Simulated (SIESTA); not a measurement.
**MoP: 7 runs along one coordinate**

System: MoP (P-6m2, 2 atoms in the cell).
Method: Kohn-Sham DFT of a periodic cell, PBE, PseudoDojo 0.4 standard, converted to PSML, no spin polarisation (SIESTA 5.4.2).

The 7 runs differ only in the geometry, by an even scaling of the cell at fixed fractional positions. The structure derives from an entry of the Crystallography Open Database.

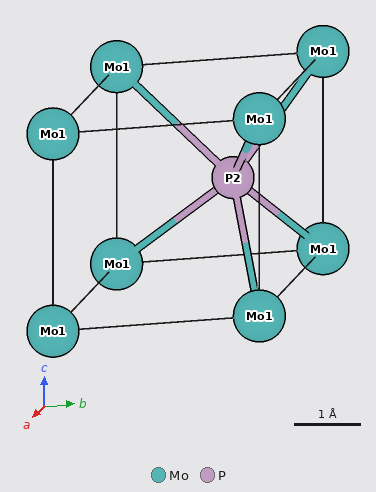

Figure 1. The structure of run 4 (ball-and-stick view of the cell of the calculation, seen slightly off an axis; atoms are numbered from 1 in the order of the input).

### Input of run 4
```
SystemName                      MoP
SystemLabel                     MoP
NumberOfSpecies                 2
NumberOfAtoms                   2
%block ChemicalSpeciesLabel
  1  42 Mo
  2  15 P
%endblock ChemicalSpeciesLabel

LatticeConstant                 1.0 Ang
%block LatticeVectors
     3.2230000000     0.0000000000     0.0000000000
    -1.6115000000     2.7911998764     0.0000000000
     0.0000000000     0.0000000000     3.1910000000
%endblock LatticeVectors
AtomicCoordinatesFormat         Fractional
%block AtomicCoordinatesAndAtomicSpecies
     0.0000000000     0.0000000000     0.0000000000  1  Mo
     0.3333333333     0.6666666667     0.5000000000  2  P
%endblock AtomicCoordinatesAndAtomicSpecies

%block kgrid.MonkhorstPack
   10   0   0  0.0
    0  10   0  0.0
    0   0   8  0.0
%endblock kgrid.MonkhorstPack
XC.Functional                   GGA
XC.Authors                      PBE
PAO.BasisSize                   DZP
PAO.EnergyShift                 0.01 Ry
Mesh.Cutoff                     800 Ry
OccupationFunction              FD
ElectronicTemperature           0.05 eV
MaxSCFIterations                120
SCF.MustConverge                false
SCF.Mixer.Method                Pulay
SCF.Mixer.Weight                0.25
SCF.Mixer.History               8
SCF.DM.Tolerance                5.0e-05
SCF.H.Tolerance                 1.0e-03 eV
WriteForces                     true
Charge.Mulliken                 end
```

Command:
```bash
siesta < MoP.fdf > MoP.out 2>&1
```

Run 2 differs from it as follows:
```diff
-     3.2230000000     0.0000000000     0.0000000000
-    -1.6115000000     2.7911998764     0.0000000000
-     0.0000000000     0.0000000000     3.1910000000
+     3.1794406062     0.0000000000     0.0000000000
+    -1.5897203031     2.7534763348     0.0000000000
+     0.0000000000     0.0000000000     3.1478730917
```

### Results, with one run withheld

```tsv
run	volume per atom (Å³)	free energy per atom, from the lowest run given (meV)	pressure (GPa)
1	13.492	58.16	19.79
2	13.779	?	?
3	14.066	9.63	7.69
4	14.353	0.47	2.61
5	14.640	0.00	−1.95
6	14.927	7.21	−5.97
7	15.214	21.27	−9.67
```

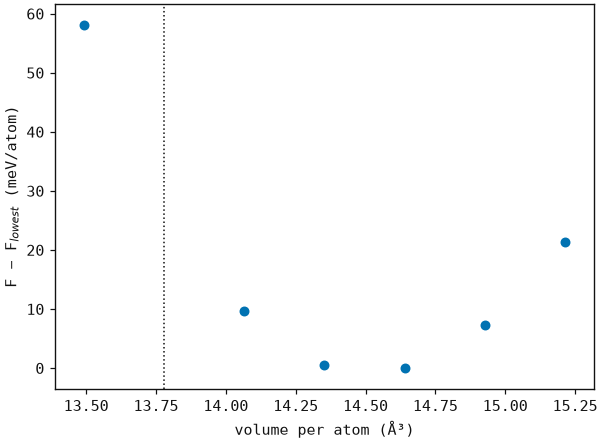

Figure 2. Free energy per atom of the runs given; the dotted line marks run 2.

Estimate the energy of run 2 from the others.

A cubic polynomial in V^(−2/3) (the Birch–Murnaghan form), fitted to the 6 runs given, misses them by at most 0.02 meV per atom. With x = V^(−2/3) − 0.16872 Å⁻², it reads F = −0.44699 + 1064.5 x + 8.2813e+05 x² + 2.0148e+06 x³ (meV per atom). At run 2 it gives 28.45 meV per atom, and the run itself gives 28.48. The slope of the fit gives a pressure −dF/dV of 13.43 GPa there, and the run prints 13.47 GPa. The fit has its minimum at 14.513 Å³ per atom, where V d²F/dV² gives 228 GPa. Cell shape and fractional positions are held, so this is the stiffness under even scaling; the relaxed bulk modulus wasn't computed.

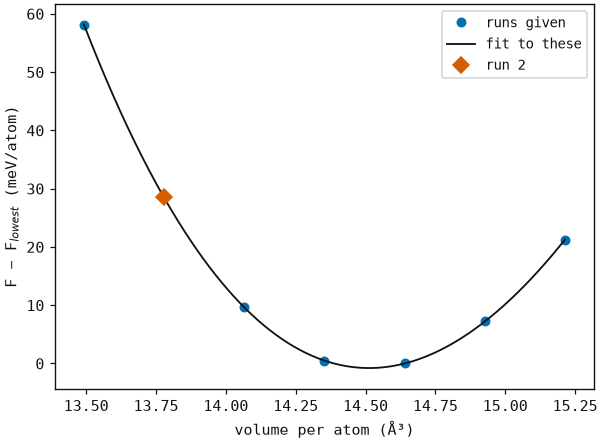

Figure 3. The fit and the withheld run.

### Some lines of the output (run 2)
```
[...]
outcell: Cell volume (Ang**3)        :     27.5581
stepf: Fermi-Dirac step function
siesta: Etot    =     -2096.111417
siesta: FreeEng =     -2096.117850
        iscf     Eharris(eV)        E_KS(eV)     FreeEng(eV)     dDmax    Ef(eV) dHmax(eV)
siesta: E_KS(eV) =            -2101.0589
siesta: E_KS - E_eggbox =     -2101.0589
siesta: Etot    =     -2101.058863
siesta: FreeEng =     -2101.062942
siesta:         Fermi =      -3.554286
siesta: Cell volume =         27.558101 Ang**3
    Orbital volume contribution        =           1.649754 eV
```

Notes: With a small basis of atomic orbitals these values can differ much from converged plane-wave results.
